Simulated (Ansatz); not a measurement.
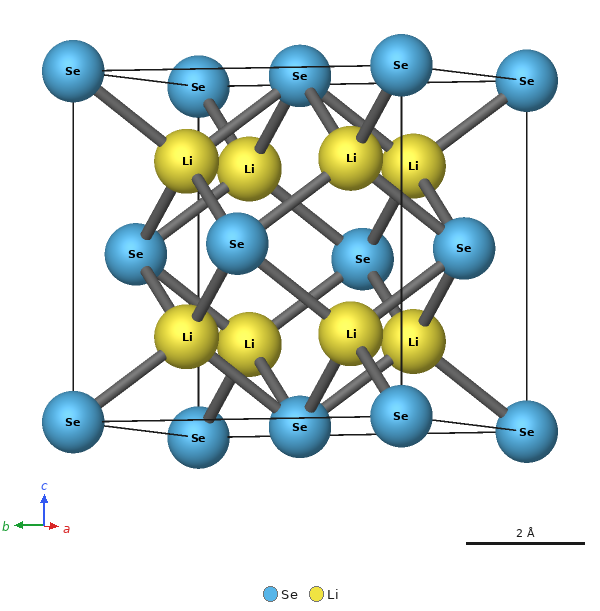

Fig. 1: The structure (ball-and-stick view of the cell 4 times as large as that of the calculation, set on its symmetry axes, seen at an oblique angle). Near neighbours in the crystal (not all of them lie inside the picture): Se has 8 Li at 2.59 Å; Li has 4 Se at 2.59 Å.

**Single-point calculation of Li₂Se**

The run: single-point calculation of Li₂Se (Fm-3m, 3 atoms in the cell). Method and program: DFT, PBE, plane waves, PAW, no spin polarisation (Ansatz 0.2.0).

The structure was built on a prototype by a generator. The geometry comes from this level: r2SCAN.

The program's output:
```
scf.n_extra_bands = 4 over 11 filled bands (N_el = 22.0): the run solves 15 bands
Engine: ansatz 0.2.0, x86_64-unknown-linux-gnu
Pseudopotentials: kind: paw
Pseudopotential: Se, paw, valence charge 16, recommended cutoff 420 eV (normal), Se.paw.azcp
Pseudopotential: Li, paw, valence charge 3, recommended cutoff 420 eV (normal), Li.paw.azcp
Functional definition: PBE
  parameter kappa = 0.804
  parameter beta = 0.06672455060314922
  exchange = pbe_x(kappa = kappa, mu = beta*pi^2/3)
  correlation = pbe_c(beta = beta)
Crystal: 3 atoms, lattice volume = 53.651 Å³
Basis set: ecut = 420 eV, 1067 PW (Γ), exchange–correlation on 60×60×60 points (8 copies of the dense FFT grid, shifted against one another)
Bands: 15, of which v1, the nominal top of the filled ones, is band 11 counted from 1 (10 counted from 0)
Symmetry: 48 space group operations
Space group: Fm-3m (ITA 225), of the structure as read, at distance tolerance 3.8e-5 Å
k-points: 16 of 216
Non-local potential: Se, projectors of the file, l = 0: 2, l = 1: 2, l = 2: 3, l = 3: 1
Non-local potential: Li, projectors of the file, l = 0: 3, l = 1: 2, l = 2: 1
PAW form: soft (Blöchl's): semilocal exchange-correlation on the pseudo side does not see the compensation charge
PAW one-centre angular grid: Se, 590 points (default); XC on 64 Gauss nodes
PAW one-centre angular grid: Li, 110 points (default); XC on 64 Gauss nodes
Initial density: superposition of atomic densities (neutral atoms: chi_scale 0, normalization atom), corrected by the library's trained network
Initial wavefunctions: pseudopotential atomic-orbital guess
Functional: x = pbe(κ = 0.804, μ = 0.2195149727645171), c = pbe(β = 0.06672455060314922)
SCF iter   1: F=—  HF=-5882.265403 eV  |F-HF|=—  |Δ(HF+E_count)|=         —  Δρ=4.60e-4  dr2=1.18e-4  ethr=1.77e-3  ⟨swp⟩=3.8  Hψ=988  notcnv=0  defer=12
preconditioner: auto → none  [insulator: Δε(μ)=2.978 eV  Ē_g=10.434 eV  n_scr=14 (ndim 8)  ℏωp=14.3 eV  f_vac=0.048  ε∞_Penn≈2.9]
SCF iter   2: F=—  HF=-5882.265241 eV  |F-HF|=—  |Δ(HF+E_count)|=   1.62e-4  Δρ=3.62e-4  dr2=1.16e-4  ethr=5.34e-7  ⟨swp⟩=2.0  Hψ=581  notcnv=0  defer=27
SCF iter   3: F=—  HF=-5882.265203 eV  |F-HF|=—  |Δ(HF+E_count)|=   3.75e-5  Δρ=1.70e-4  dr2=2.21e-5  ethr=5.28e-7  ⟨swp⟩=2.4  Hψ=347  notcnv=0  defer=11
SCF iter   4: F=—  HF=-5882.265215 eV  |F-HF|=—  |Δ(HF+E_count)|=   1.15e-5  Δρ=6.83e-5  dr2=3.66e-6  ethr=1.01e-7  ⟨swp⟩=2.0  Hψ=432  notcnv=0  defer=19
SCF iter   5: F=—  HF=-5882.265214 eV  |F-HF|=—  |Δ(HF+E_count)|=   1.12e-6  Δρ=3.23e-5  dr2=8.32e-7  ethr=1.66e-8  ⟨swp⟩=2.3  Hψ=293  notcnv=0  defer=16
SCF iter   6: F=—  HF=-5882.265213 eV  |F-HF|=—  |Δ(HF+E_count)|=   3.43e-7  Δρ=1.31e-5  dr2=1.41e-7  ethr=3.78e-9  ⟨swp⟩=2.3  Hψ=337  notcnv=0  defer=12
SCF iter   7: F=-5882.265213 eV  HF=-5882.265213 eV  |F-HF|=1.33e-8  |Δ(HF+E_count)|=   6.34e-8  Δρ=3.77e-6  dr2=1.17e-8  ethr=4.55e-10  ⟨swp⟩=8.9  Hψ=1537  notcnv=0
SCF 1 converged in 7 iterations: F = -5882.265213 eV  dr2 = 1.17e-8
  greatest PAW one-centre occupation: 1.000 electrons in one spin orbital (limit 2), on the Se atom at site 0 (counted from 0), in its partial waves of l = 2
SCF converged after 7 iterations
Free energy (F): -5882.265213 eV
Harris-Foulkes:  -5882.265213 eV  (|F-HF|=1.33e-8)
Internal energy: -5882.265213 eV  (E = F + TS)
E sigma→0 (E₀):  -5882.265213 eV
Fermi energy:    3.478772 eV
--- Per-component energies (eV) ---
  E_band       = -588.661868
  E_kinetic    = 164.369980
  E_local      = -3011.579821  (includes V_loc(G=0)·N_el)
  E_nonlocal   = -662.875599
  E_hartree    = 1427.467683
  E_xc         = -127.199247
  E_vxc        = -127.876033  (∫ρ·V_xc dr)
  E_paw        = -1952.969636  (= ΣΔE_a)
  E_vpaw       = 194.371241  (= ΣTr[D̂ρ^β])
  E_aug_tail   = -0.000422  (compensation charges beyond the density's cutoff)
  E_ewald      = -1719.478151
  E_smearing   = -0.000000  (= −TS)
  E_closure    = -0.000000  (closes the sum)
  Σ components = -5882.265213   (vs F -5882.265213, Δ=0.00e0)
--- Forces (eV/Å), atoms counted from 1 ---
  atom   1  Se    -0.00000000    -0.00000000     0.00000000
  atom   2  Li     0.00000000    -0.00000000    -0.00000000
  atom   3  Li     0.00000000     0.00000000    -0.00000000
  max |Σ_I F_I| component: 2.78e-17 eV/Å
--- Stress (GPa, compression-positive) ---
        0.334322       0.000000       0.000000
       -0.000000       0.334322       0.000000
        0.000000       0.000000       0.334322
  P = ⅓ Tr σ = 0.3343 GPa (3.343 kbar)
--- Band table (eV; the first three rows and the last of 16) ---
  k-point 0: bands = ["-42.1116", "-42.1116", "-42.1116", "-42.1074", "-42.1074", "-41.2053", "-41.1806", "-7.9376", "3.4788", "3.4788", "3.4788", "6.8970", "9.1118", "9.1118", "9.1118"]
  k-point 1: bands = ["-42.1119", "-42.1116", "-42.1116", "-42.1074", "-42.1074", "-41.2035", "-41.1818", "-7.8527", "2.4486", "3.3237", "3.3237", "7.6268", "9.4767", "9.4767", "9.7534"]
  k-point 2: bands = ["-42.1124", "-42.1116", "-42.1116", "-42.1074", "-42.1074", "-41.1986", "-41.1858", "-7.6685", "1.0911", "3.0611", "3.0611", "8.3451", "9.6202", "9.6202", "10.9667"]
  k-point 15: bands = ["-42.1126", "-42.1118", "-42.1114", "-42.1074", "-42.1073", "-41.1940", "-41.1891", "-7.4505", "1.3632", "1.7787", "1.7806", "7.7402", "10.5527", "11.0673", "12.7810"]
```

File rho_z.tsv:
```
# z_ang	rho[e/angstrom^3]
# format = ansatz-planar-average/11
# lattice	0.000000000	2.993521060	2.993521060
# lattice	2.993521060	0.000000000	2.993521060
# lattice	2.993521060	2.993521060	0.000000000
# sites	3
# site	34	0.000000000	0.000000000	0.000000000
# site	3	1.496760530	1.496760530	1.496760530
# site	3	4.490281589	4.490281589	4.490281589
0.000000	1.297807e0
0.141116	1.183682e0
0.282232	9.157011e-1
0.423348	6.424768e-1
0.564464	4.636661e-1
0.705580	3.907330e-1
0.846696	3.812240e-1
0.987812	3.800972e-1
1.128927	3.475970e-1
1.270043	2.767514e-1
1.411159	1.908614e-1
1.552275	1.194600e-1
1.693391	7.666657e-2
1.834507	5.788321e-2
1.975623	5.081819e-2
2.116739	4.870884e-2
2.257855	5.081819e-2
2.398971	5.788321e-2
2.540087	7.666657e-2
2.681203	1.194600e-1
2.822319	1.908614e-1
2.963435	2.767514e-1
3.104551	3.475970e-1
3.245667	3.800972e-1
3.386782	3.812240e-1
3.527898	3.907330e-1
3.669014	4.636661e-1
3.810130	6.424768e-1
3.951246	9.157011e-1
4.092362	1.183682e0
```

File v_z.tsv:
```
# z_ang	v_es[eV]	v_tot[eV]
# format = ansatz-planar-average/11
# xc	pbe
# density_cutoff_ev	1680
# datasets	Se=:simpson_from_first_knot:soft	Li=:simpson_from_first_knot:soft
# lattice	0.000000000	2.993521060	2.993521060
# lattice	2.993521060	0.000000000	2.993521060
# lattice	2.993521060	2.993521060	0.000000000
# sites	3
# site	34	0.000000000	0.000000000	0.000000000
# site	3	1.496760530	1.496760530	1.496760530
# site	3	4.490281589	4.490281589	4.490281589
0.000000	1.882880e0	-8.181585e0
0.141116	1.848398e0	-8.193096e0
0.282232	1.686997e0	-8.243660e0
0.423348	1.426948e0	-8.308324e0
0.564464	1.204475e0	-8.314519e0
0.705580	1.161256e0	-8.122214e0
0.846696	1.433622e0	-7.571812e0
0.987812	2.059836e0	-6.591855e0
1.128927	2.891891e0	-5.320627e0
1.270043	3.702584e0	-4.015034e0
1.411159	4.414934e0	-2.768988e0
1.552275	5.066387e0	-1.604945e0
1.693391	5.647457e0	-5.963797e-1
1.834507	6.111774e0	1.833057e-1
1.975623	6.377474e0	5.996446e-1
2.116739	6.443593e0	6.914384e-1
2.257855	6.377474e0	5.996446e-1
2.398971	6.111774e0	1.833057e-1
2.540087	5.647457e0	-5.963797e-1
2.681203	5.066387e0	-1.604945e0
2.822319	4.414934e0	-2.768988e0
2.963435	3.702584e0	-4.015034e0
3.104551	2.891891e0	-5.320627e0
3.245667	2.059836e0	-6.591855e0
3.386782	1.433622e0	-7.571812e0
3.527898	1.161256e0	-8.122214e0
3.669014	1.204475e0	-8.314519e0
3.810130	1.426948e0	-8.308324e0
3.951246	1.686997e0	-8.243660e0
4.092362	1.848398e0	-8.193096e0
```

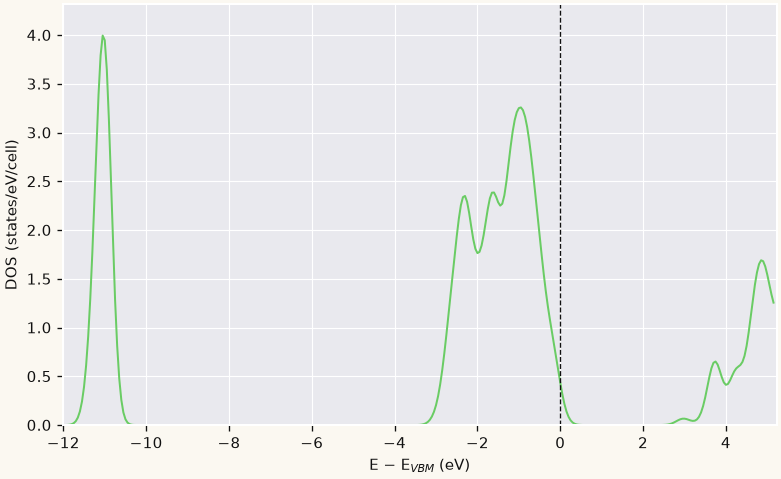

Fig. 2: Density of states (the curve is built from the levels of the k mesh with Gaussians 0.4 eV wide, which also blur the band edges), with energies from the valence-band top. There is a gap of 2.97 eV on the k-point mesh. Small ripples come from the finite k-point mesh.

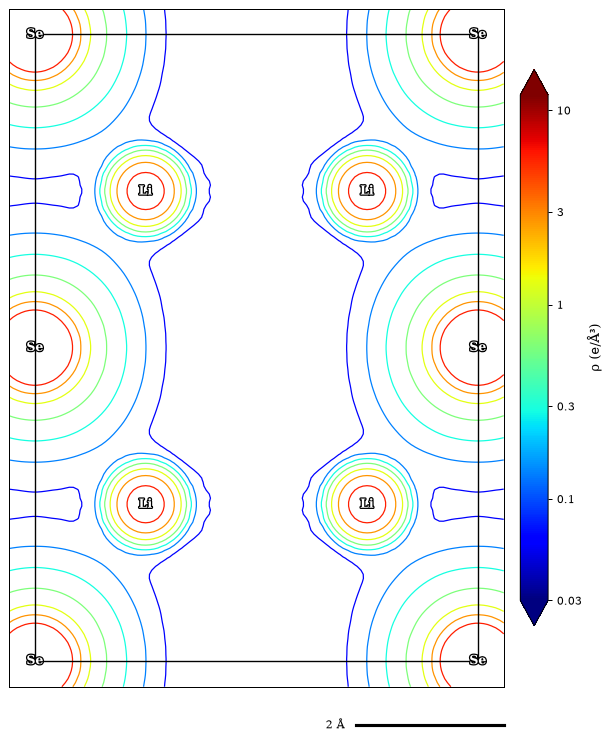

Fig. 3: Valence charge density (pseudo) on the (101) plane of the conventional cell. The plane passes through Se and Li nuclei. Li–Se (2.59 Å): ρ at the midpoint is about 0.27 e/Å³. Away from the nuclei the density in this plane falls to 0.01 e/Å³ at its lowest. The fields are those of the smooth PAW valence density.

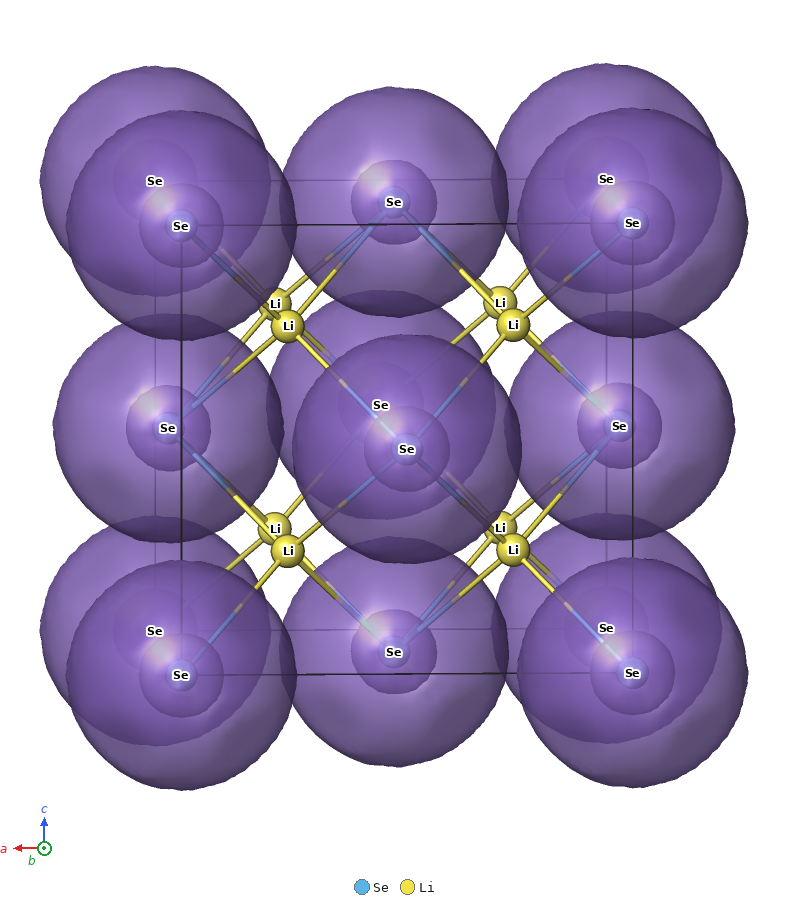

Fig. 4: Isosurface of the ELF at 0.65 (purple), seen at an oblique angle. Core shells and regions of very low density are left out. Sticks mark near contacts. The outline is the cell set on symmetry axes. Profiles from the grid: Li–Se (2.59 Å): the ELF is about 0.80 at the midpoint.

The run was set up as follows.

The input:
```yaml
crystal:
  lattice:
    - [0.0, 2.9935210596, 2.9935210596]
    - [2.9935210596, 0.0, 2.9935210596]
    - [2.9935210596, 2.9935210596, 0.0]
  atoms:
    - { symbol: Se, position: [0.0, 0.0, 0.0] }
    - { symbol: Li, position: [0.25, 0.25, 0.25] }
    - { symbol: Li, position: [0.75, 0.75, 0.75] }
kpoints:
  mp_grid: { grid: [6, 6, 6] }
hamiltonian:
  xc: pbe
scf:
  occupations: { method: fixed }
  n_extra_bands: 4
output:
  forces: true
  stress: true
  eigenvalues: true
  write_density: true
  write_potential: true
  elf: true
  volumetric_format: npy
```

Command:
```bash
ansatz run input.yaml --threads 4 --pin off --max-ram 3686MiB --backend cpu --events-out ev --progress --plain --runs-dir out
```

Key numbers:

| quantity | value |
| --- | --- |
| outcome | converged |
| space group (tolerance 0.01 Å) | Fm-3m (225) |
| electrons treated | 22 |
| free energy | −5882.2652 eV |
| Fermi energy | 3.479 eV |
| gap on the k-point mesh | 2.97 eV |
| pressure | 0.33 GPa |
| largest force (length of the vector) | under 0.001 eV/Å |
| hardware | 4 threads of an x86-64 CPU, shared host |
| wall time | 1.3 s (CPU time 3 s) |
| peak memory | 0.34 GiB |
